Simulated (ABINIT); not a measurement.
## Co: single-point calculation

System: Co (2 atoms in the cell).
Method: Kohn-Sham DFT of a periodic cell, PBE, JTH PAW PBE v2.0, spin-polarised (ABINIT 10.8.3).

The structure derives from a Materials Project entry.

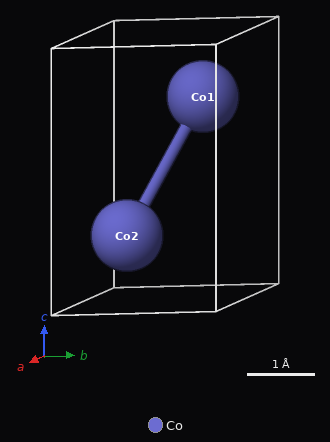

*The input geometry (ball-and-stick view of the cell of the calculation, seen slightly off an axis; atoms are numbered from 1 in the order of the input). An atom can appear more than once, as a periodic image.*

Results in brief

- outcome: converged
- space group (tolerance 0.01 Å): P-3m1 (164)
- electrons treated: 34
- free energy: −7966.1140 eV
- Fermi energy: 14.128 eV
- gap on the k-point mesh: none (metallic)
- net moment of the cell: 3.33 μB
- pressure: −88.82 GPa
- largest force (length of the vector): 0.604 eV/Å
- hardware: 1 thread of Arm Neoverse V1, 24 GiB of memory available, shared host
- wall time: 26 s
- peak memory: 0.13 GiB

Remarks

Points of doubt noted for this run: cutoff too low for stress. The cell is under a tension of 89 GPa at this level, so it is not at its equilibrium volume.

Input
```
# Pseudopotentials
pp_dirpath "./"
pseudos "Co.GGA_PBE-JTH.xml"

# Structure
acell 4.7004383835 4.7004383835 7.6785043265
rprim
     1.0000000000     0.0000000000     0.0000000000
    -0.5000000000     0.8660254038     0.0000000000
     0.0000000000     0.0000000000     1.0000000000
ntypat 1
znucl 27
natom 2
typat 1 1
xred
     0.3333333333     0.6666666667     0.7401390000
     0.6666666667     0.3333333333     0.2598610000

# Plane-wave basis
ecut 10.5
pawecutdg 63.6
pawxcdev 0

# k points
kptopt 1
ngkpt 8 8 5
nshiftk 1
shiftk 0.0 0.0 0.0

# Exchange and correlation
ixc 11

# Bands and occupations
nband 22
occopt 3
tsmear 0.05 eV

# Spin
nsppol 2
spinat
     0.0000000000     0.0000000000     2.0000000000
     0.0000000000     0.0000000000     2.0000000000

# SCF cycle
nstep 100
tolvrs 1.0e-9

# Output
iomode 3
prtwf 0
prtden 0
prteig 0
prtebands 0
enunit 1
```

Run as:
```bash
abinit run.abi > log 2>&1
```

What the program printed
```
.Version 10.8.3 of ABINIT
 Symmetries : space group P-3 m 1 (#164); Bravais hP (primitive hexag.)
================================================================================
 Values of the parameters that define the memory need of the present run
     intxc =       0    ionmov =       0      iscf =      17    lmnmax =      18
     lnmax =       6     mgfft =      24  mpssoang =       3    mqgrid =    3001
     natom =       2  nloc_mem =       2    nspden =       2   nspinor =       1
    nsppol =       2      nsym =      12    n1xccc =       1    ntypat =       1
    occopt =       3   xclevel =       2
       mpw =         250          nfft =        5400          nkpt =          40
 PAW method is used; the additional fine FFT grid is defined by:
   mgfftf=        60    nfftf =     77760
================================================================================
================================================================================

--------------------------------------------------------------------------------
------------- Echo of variables that govern the present computation ------------
--------------------------------------------------------------------------------
 -outvars: echo values of preprocessed input variables --------
            acell      4.7004383835E+00  4.7004383835E+00  7.6785043265E+00 Bohr
              amu      5.89332000E+01
             ecut      1.05000000E+01 Hartree
           enunit           1
              ixc          11
         kptrlatt        8    0    0      0    8    0      0    0    5
          kptrlen      3.76035071E+01
            natom           2
            nband          22
            ngfft          15      15      24
          ngfftdg          36      36      60
             nkpt          40
           nspden           2
           nsppol           2
            nstep         100
             nsym          12
           ntypat           1
           occopt           3
        pawecutdg      6.36000000E+01 Hartree
         pawxcdev           0
           prtden           0
        prtebands           0
           prteig           0
            prtwf           0
            rprim      1.0000000000E+00  0.0000000000E+00  0.0000000000E+00
                      -5.0000000000E-01  8.6602540380E-01  0.0000000000E+00
                       0.0000000000E+00  0.0000000000E+00  1.0000000000E+00
          spgroup         164
           spinat      0.0000000000E+00  0.0000000000E+00  2.0000000000E+00
                       0.0000000000E+00  0.0000000000E+00  2.0000000000E+00
           tolvrs      1.00000000E-09
           tsmear      1.83746611E-03 Hartree
            typat      1  1
           useylm           1
           xangst      3.4292571554E-17  1.4360807785E+00  3.0073990277E+00
                       1.2436824361E+00  7.1804038926E-01  1.0558904729E+00
            xcart      6.4803568391E-17  2.7137993661E+00  5.6831605137E+00
                       2.3502191918E+00  1.3568996830E+00  1.9953438128E+00
             xred      3.3333333333E-01  6.6666666667E-01  7.4013900000E-01
                       6.6666666667E-01  3.3333333333E-01  2.5986100000E-01
            znucl       27.00000

================================================================================

 chkinp: Checking input parameters for consistency.

================================================================================
== DATASET  1 ==================================================================

--- !DatasetInfo
iteration_state: {dtset: 1, }
dimensions: {natom: 2, nkpt: 40, mband: 22, nsppol: 2, nspinor: 1, nspden: 2, mpw: 250, }
cutoff_energies: {ecut:  10.5, pawecutdg:  63.6, }
electrons: {nelect:   3.40000000E+01, charge:   0.00000000E+00, occopt:   3.00000000E+00, tsmear:   1.83746611E-03, }
meta: {optdriver: 0, ionmov: 0, optcell: 0, iscf: 17, paral_kgb: 0, }
...

 Exchange-correlation functional for the present dataset will be:
  GGA: Perdew-Burke-Ernzerhof functional - ixc=11
  J.P.Perdew, K.Burke, M.Ernzerhof, PRL 77, 3865 (1996)

 Real(R)+Recip(G) space primitive vectors, cartesian coordinates (Bohr,Bohr^-1):
 R(1)=  4.7004384  0.0000000  0.0000000  G(1)=  0.2127461  0.1228290  0.0000000
 R(2)= -2.3502192  4.0706990  0.0000000  G(2)=  0.0000000  0.2456581  0.0000000
 R(3)=  0.0000000  0.0000000  7.6785043  G(3)=  0.0000000  0.0000000  0.1302337
 Unit cell volume ucvol=  1.4692104E+02 bohr^3
 Angles (23,13,12)=  9.00000000E+01  9.00000000E+01  1.20000000E+02 degrees

 Coarse grid specifications (used for wave-functions):

 getcut: wavevector=  0.0000  0.0000  0.0000  ngfft=  15  15  24
         ecut(hartree)=     10.500   => boxcut(ratio)=   2.04881

 Fine grid specifications (used for densities):

 getcut: wavevector=  0.0000  0.0000  0.0000  ngfft=  36  36  60
         ecut(hartree)=     63.600   => boxcut(ratio)=   2.13339

--- Pseudopotential description ------------------------------------------------
- pspini: atom type   1  psp file is ./Co.GGA_PBE-JTH.xml
 Pseudopotential format is: paw10
 basis_size (lnmax)=  6 (lmn_size= 18), orbitals=   0   0   1   1   2   2
 Spheres core radius: rc_sph= 2.10903434
 Shapefunction is SIN type: shapef(r)=[sin(pi*r/rshp)/(pi*r/rshp)]**2
 Radius for shape functions =  1.60384542
 Compensation charge density is not taken into account in XC energy/potential

   1.02819556E+03                                ecore*ucvol(ha*bohr**3)
--------------------------------------------------------------------------------

================================================================================

--- !BeginCycle
iteration_state: {dtset: 1, }
solver: {iscf: 17, nstep: 100, nline: 4, wfoptalg: 10, }
tolerances: {tolvrs: 1.00E-09, }
...

     iter   Etot(hartree)      deltaE(h)  residm     nres2   difmagsph maxmagsph
 ETOT  1  -289.18668655340    -2.892E+02 2.662E+01 3.050E+02 4.869E-01 4.869E-01
 ETOT  2  -292.86440811514    -3.678E+00 1.089E-01 2.777E+02 8.563E-01 1.343E+00
 ETOT  3  -292.76149062299     1.029E-01 6.236E-02 2.553E+01 5.136E-02 1.292E+00
 ETOT  4  -292.74299493353     1.850E-02 1.153E-01 6.508E+00 2.080E-01 1.500E+00
 ETOT  5  -292.74529693234    -2.302E-03 1.096E-02 2.753E+00 7.667E-02 1.577E+00
 ETOT  6  -292.74899535033    -3.698E-03 1.021E-02 1.907E+00 1.208E-01 1.697E+00
 ETOT  7  -292.74932896987    -3.336E-04 1.315E-03 9.945E-01 2.166E-02 1.719E+00
 ETOT  8  -292.74927901392     4.996E-05 3.085E-04 1.675E-03 2.828E-02 1.747E+00
 ETOT  9  -292.74928528009    -6.266E-06 3.139E-04 2.420E-03 1.269E-03 1.749E+00
 ETOT 10  -292.74928837547    -3.095E-06 4.231E-05 2.005E-04 1.551E-03 1.747E+00
 ETOT 11  -292.74928849321    -1.177E-07 4.689E-05 8.223E-06 4.541E-04 1.747E+00
 ETOT 12  -292.74928852145    -2.824E-08 1.048E-05 2.849E-05 2.663E-04 1.747E+00
 ETOT 13  -292.74928852587    -4.426E-09 7.808E-06 4.256E-07 1.197E-04 1.747E+00
 ETOT 14  -292.74928852703    -1.159E-09 2.293E-06 2.470E-08 6.343E-06 1.747E+00
 ETOT 15  -292.74928852705    -1.700E-11 1.272E-06 2.793E-08 5.796E-06 1.747E+00
 ETOT 16  -292.74928852707    -1.540E-11 4.961E-07 1.978E-09 1.625E-06 1.747E+00
 ETOT 17  -292.74928852706     2.956E-12 2.326E-07 1.863E-10 2.359E-07 1.747E+00

 At SCF step   17       nres2   =  1.86E-10 < tolvrs=  1.00E-09 =>converged.

 Cartesian components of stress tensor (hartree/bohr^3)
  sigma(1 1)=  2.99006047E-03  sigma(3 2)=  0.00000000E+00
  sigma(2 2)=  2.99006046E-03  sigma(3 1)=  0.00000000E+00
  sigma(3 3)=  3.07677340E-03  sigma(2 1)=  0.00000000E+00

--- !ResultsGS
iteration_state: {dtset: 1, }
comment   : Summary of ground state results
lattice_vectors:
- [  4.7004384,   0.0000000,   0.0000000, ]
- [ -2.3502192,   4.0706990,   0.0000000, ]
- [  0.0000000,   0.0000000,   7.6785043, ]
lattice_lengths: [   4.70044,    4.70044,    7.67850, ]
lattice_angles: [ 90.000,  90.000, 120.000, ] # degrees, (23, 13, 12)
lattice_volume:   1.4692104E+02
convergence: {deltae:  2.956E-12, res2:  1.863E-10, residm:  2.326E-07, diffor: null, }
etotal    :  -2.92749289E+02
entropy   :   0.00000000E+00
fermie    :   5.19177438E-01
cartesian_stress_tensor: # hartree/bohr^3
- [  2.99006047E-03,   0.00000000E+00,   0.00000000E+00, ]
- [  0.00000000E+00,   2.99006046E-03,   0.00000000E+00, ]
- [  0.00000000E+00,   0.00000000E+00,   3.07677340E-03, ]
pressure_GPa:  -8.8821E+01
xred      :
- [  3.3333E-01,   6.6667E-01,   7.4014E-01, Co]
- [  6.6667E-01,   3.3333E-01,   2.5986E-01, Co]
cartesian_forces: # hartree/bohr
- [ -5.15564827E-28,   4.29955488E-28,   1.17433497E-02, ]
- [  5.15564827E-28,  -4.29955488E-28,  -1.17433497E-02, ]
force_length_stats: {min:   1.17433497E-02, max:   1.17433497E-02, mean:   1.17433497E-02, }
...

 Integrated electronic and magnetization densities in atomic spheres:
 ------------------------------------------------------------------------------------------------------------
 Radius=ratsph(iatom), smearing ratsm=  0.0000. Diff(up-dn)=approximate z local magnetic moment.
    Atom    Radius    up_density   dn_density  Total(up+dn)  Diff(up-dn)
    1 Co   2.10903     8.655469     6.908807     15.564276     1.746662
    2 Co   2.10903     8.655469     6.908807     15.564276     1.746662
 ------------------------------------------------------------------------------------------------------------
  Sum:                17.310938    13.817614     31.128552     3.493324
 Total magnetization (from the atomic spheres):                3.493324
 Total magnetization (exact up - dn):                          3.330137

================================================================================

 ----iterations are completed or convergence reached----

 Mean square residual over all n,k,spin=   19.463E-11; max=  23.263E-08
 reduced coordinates (array xred) for    2 atoms
       0.333333333333      0.666666666667      0.740139000000
       0.666666666667      0.333333333333      0.259861000000
 rms dE/dt=  5.2060E-02; max dE/dt=  9.0171E-02; dE/dt below (all hartree)
    1       0.000000000000     -0.000000000000     -0.090171361421
    2      -0.000000000000      0.000000000000      0.090171361421

 cartesian coordinates (angstrom) at end:
    1      0.00000000000000     1.43608077851392     3.00739902771960
    2      1.24368243605724     0.71804038925696     1.05589047292771

 cartesian forces (hartree/bohr) at end:
    1     -0.00000000000000     0.00000000000000     0.01174334969239
    2      0.00000000000000    -0.00000000000000    -0.01174334969239
 frms,max,avg= 6.7800261E-03 1.1743350E-02   0.000E+00  0.000E+00  0.000E+00 h/b

 cartesian forces (eV/Angstrom) at end:
    1     -0.00000000000000     0.00000000000000     0.60386732068945
    2      0.00000000000000    -0.00000000000000    -0.60386732068945
 frms,max,avg= 3.4864296E-01 6.0386732E-01   0.000E+00  0.000E+00  0.000E+00 e/A
 length scales=  4.700438383500  4.700438383500  7.678504326500 bohr
              =  2.487364872114  2.487364872114  4.063289500647 angstroms
 Fermi (or HOMO) energy (eV) =  14.12754   Average Vxc (eV)= -12.78016
 Eigenvalues (   eV  ) for nkpt=  40  k points, SPIN UP:
 kpt#   1, nband= 22, wtk=  0.00313, kpt=  0.0000  0.0000  0.0000 (reduced coord)
 -82.09667  -82.04047  -45.45198  -45.13909  -45.13909  -45.12571  -45.07597  -45.07597
   5.12857    8.91026   11.40258   11.47407   11.47407   11.78801   11.78801   12.16210
  12.16210   13.21595   13.21595   13.94035   20.18151   36.06174
 prteigrs : prtvol=0 or 1, do not print more k-points.

 Eigenvalues (   eV  ) for nkpt=  40  k points, SPIN DOWN:
 kpt#   1, nband= 22, wtk=  0.00313, kpt=  0.0000  0.0000  0.0000 (reduced coord)
 -79.97396  -79.91348  -43.40031  -43.06551  -43.06551  -43.04403  -42.99942  -42.99942
   5.12680    9.86288   13.03831   13.17652   13.17652   13.50058   13.50058   13.91106
  14.04751   14.04751   15.18073   15.18073   21.23642   35.75595
 prteigrs : prtvol=0 or 1, do not print more k-points.

--- !EnergyTerms
iteration_state     : {dtset: 1, }
comment             : Components of total free energy in Hartree
kinetic             :  2.37027388497987E+01
hartree             :  6.91870129903113E+01
xc                  : -6.32053555108058E+00
Ewald energy        : -1.99040221527165E+02
psp_core            :  6.99828667883385E+00
local_psp           : -2.38223686134897E+02
PAW spherical_terms :  5.09475703556440E+01
internal            : -2.92748834338555E+02
'-kT*entropy'       : -4.51676637208674E-04
total_energy        : -2.92749286015192E+02
total_energy_eV     : -7.96611389499456E+03
...

--- !EnergyTermsDC
iteration_state     : {dtset: 1, }
comment             : '"Double-counting" decomposition of free energy'
band_energy         : -2.36883844646059E+01
Ewald energy        : -1.99040221527165E+02
psp_core            :  6.99828667883385E+00
xc_dc               : -6.72733389305606E+01
PAW spherical_terms : -9.74517860692701E+00
internal            : -2.92748836850425E+02
'-kT*entropy'       : -4.51676637208674E-04
total_energy_dc     : -2.92749288527062E+02
total_energy_dc_eV  : -7.96611396334603E+03
...

--- !EnergyTermsWithPAWCore
iteration_state     : {dtset: 1, }
comment             : 'Components of total free energy, including PAW core contributions'
Total energy        : -2.78683187146715E+03
Total energy DC     : -2.78683187397902E+03
Total energy (eV)   : -7.58335584571028E+04
Total energy DC (eV): -7.58335585254543E+04
...

 Cartesian components of stress tensor (hartree/bohr^3)
  sigma(1 1)=  2.99006047E-03  sigma(3 2)=  0.00000000E+00
  sigma(2 2)=  2.99006046E-03  sigma(3 1)=  0.00000000E+00
  sigma(3 3)=  3.07677340E-03  sigma(2 1)=  0.00000000E+00

-Cartesian components of stress tensor (GPa)         [Pressure= -8.8821E+01 GPa]
- sigma(1 1)=  8.79706161E+01  sigma(3 2)=  0.00000000E+00
- sigma(2 2)=  8.79706160E+01  sigma(3 1)=  0.00000000E+00
- sigma(3 3)=  9.05217988E+01  sigma(2 1)=  0.00000000E+00

== END DATASET(S) ==============================================================
================================================================================

 -outvars: echo values of variables after computation  --------
            acell      4.7004383835E+00  4.7004383835E+00  7.6785043265E+00 Bohr
           etotal     -2.9274928853E+02
            fcart     -5.1556482675E-28  4.2995548773E-28  1.1743349692E-02
                       5.1556482675E-28 -4.2995548773E-28 -1.1743349692E-02
            rprim      1.0000000000E+00  0.0000000000E+00  0.0000000000E+00
                      -5.0000000000E-01  8.6602540380E-01  0.0000000000E+00
                       0.0000000000E+00  0.0000000000E+00  1.0000000000E+00
           strten      2.9900604653E-03  2.9900604635E-03  3.0767734037E-03
                       0.0000000000E+00  0.0000000000E+00  0.0000000000E+00
           xangst      3.4292571554E-17  1.4360807785E+00  3.0073990277E+00
                       1.2436824361E+00  7.1804038926E-01  1.0558904729E+00
             xred      3.3333333333E-01  6.6666666667E-01  7.4013900000E-01
                       6.6666666667E-01  3.3333333333E-01  2.5986100000E-01
 Calculation completed.
```

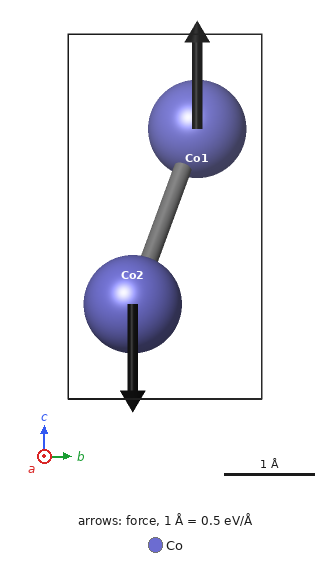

*Forces on the atoms as black arrows (ball-and-stick view of the cell of the calculation, along the a axis; atoms are numbered from 1 in the order of the input).*

The largest act on Co1, Co2 (0.60 eV/Å). The geometry is not a stationary point of this energy.
